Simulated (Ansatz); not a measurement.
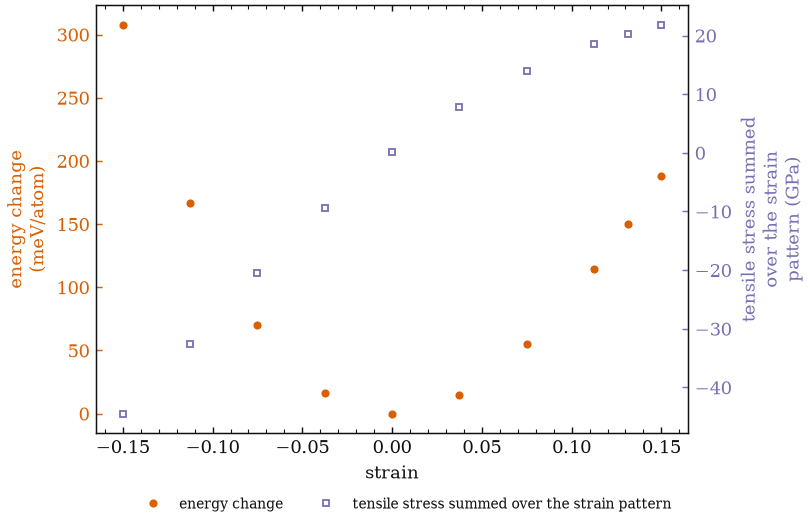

Computed with Ansatz 0.2.0: homogeneous strain of a crystal along one Voigt pattern with engineering shear, fractional coordinates fixed, by plane-wave density functional theory with PAW datasets, free energies less that of the undisturbed cell; scalar-relativistic. Level: PBEsol, no spin polarisation.

wave cutoff 420 eV; k mesh 18×18×18; occupations Gaussian; smearing width 0.15 eV; k shift (0, 0, 0) (mesh steps); start relaxed; strain pattern (0, 0, 1, 0, 0, 0) (xx yy zz yz xz xy with engineering shear).

Structure:
```yaml
crystal:
  lattice:
    - [-1.90777, 1.90777, 4.27700]
    - [1.90777, -1.90777, 4.27700]
    - [1.90777, 1.90777, -4.27700]
  atoms:
    - { symbol: Ti, position: [0.00000, 0.00000, 0.00000] }
    - { symbol: Al, position: [0.50000, 0.50000, 0.00000] }
    - { symbol: Al, position: [0.75000, 0.25000, 0.50000] }
    - { symbol: Al, position: [0.25000, 0.75000, 0.50000] }
```

Caption: Energy change and tensile stress summed over the strain pattern against strain for TiAl₃, space group I4/mmm (No. 139).

The energy rises on both sides of the starting structure, which is therefore a minimum along this path. The energy change is 308 meV/atom at strain −0.1500 and 188 meV/atom at 0.1500; the lowest computed point is at strain 0.0000 (0 meV/atom). The tensile stress summed over the strain pattern rises from −44.5 GPa at strain −0.1500 to 21.8 GPa at 0.1500, and changes sign near 0.000. The slope of stress against strain at the start, which at zero pressure is the clamped-ion constant C33, is 232 GPa. The second derivative of tensile stress is −1010 GPa.
